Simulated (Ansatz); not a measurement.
# RbBr2: what the fields show

The calculation's input:

```
crystal:
  lattice:
    - [2.8507918581, 1.6459054467, 4.7078578856]
    - [-2.8507918581, 1.6459054467, 4.7078578856]
    - [0.0, -3.2918108933, 4.7078578856]
  atoms:
    - { symbol: Rb, position: [0.0, 0.0, 0.0] }
    - { symbol: Br, position: [0.7519562211, 0.7519562211, 0.7519562211] }
    - { symbol: Br, position: [0.2480437789, 0.2480437789, 0.2480437789] }
basis:
  ecutwfc: 420
kpoints:
  mp_grid: { grid: [12, 12, 12] }
hamiltonian:
  xc: pbe
scf:
  occupations: { method: gaussian, width: 0.1 }
output:
  forces: true
  stress: true
  eigenvalues: true
  write_density: true
  write_potential: true
  elf: true
  volumetric_format: npy
relax:
  adjacent_minimum: "off"
  f_tol: 0.01
  max_steps: 80
  cell: { stress_tol: 0.05 }
```

Run with:

```sh
ansatz run input.yaml --threads 1 --pin off --max-ram 2560MiB --backend cpu --events-out ev --progress --plain --runs-dir out
```

Below, planes, directions and counts refer to the conventional cell (a = 5.70 Å, b = 5.70 Å, c = 14.12 Å, α = 90.00°, β = 90.00°, γ = 120.00°).

The fields are those of the relaxed geometry.

Space group R-3m; started from the cadmium chloride_166 prototype, which need not be the ambient phase; computed without spin polarisation.

Computed with DFT PBE, scalar-relativistic, plane waves, PAW (Ansatz).

In a PAW calculation such maps are meaningful between the atoms, not at the nuclei.

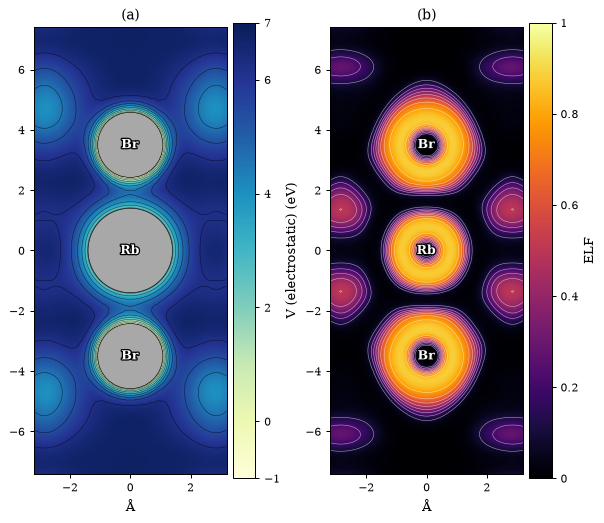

Figure 1. (a) electrostatic potential energy of an electron; (b) electron localisation function on the (010) plane of the conventional cell. Grey discs cover the atomic cores in the potential map.

> What do the fields say about this system?

The section cuts through Rb and Br sites. Rb–Br (3.50 Å): the ELF is about 0.05 at the midpoint (no localised pair shows between them). The features right at Rb lie inside the PAW spheres, where the map follows smoothed inner orbitals and isn't to be read closely. Outside the cores the potential energy rises away from the atoms and is highest about 3.5 Å from the nearest atoms; its zero is arbitrary.

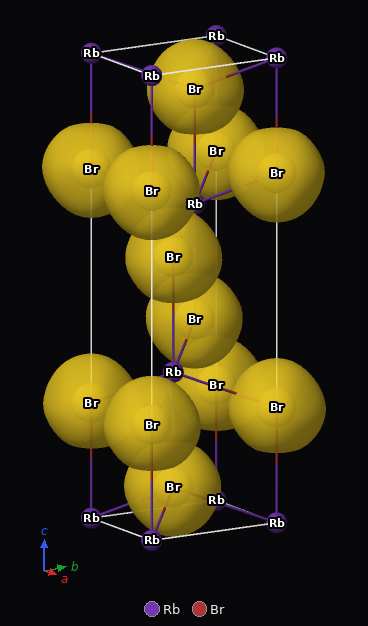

Figure 2. Isosurface of the ELF at 0.65 (yellow), seen slightly off an axis. Core shells and regions of very low density are left out. Sticks mark near contacts.

> Identify the bonds, lone pairs and shells in this picture.

The ELF exceeds this value in six regions wrapped around Br (the valence shell of each), counted in one cell of 9 atoms. Any copies at cell faces, edges or corners count once.

> Does the calculation give a band gap?

It is gapless in this calculation (a metal or semimetal).
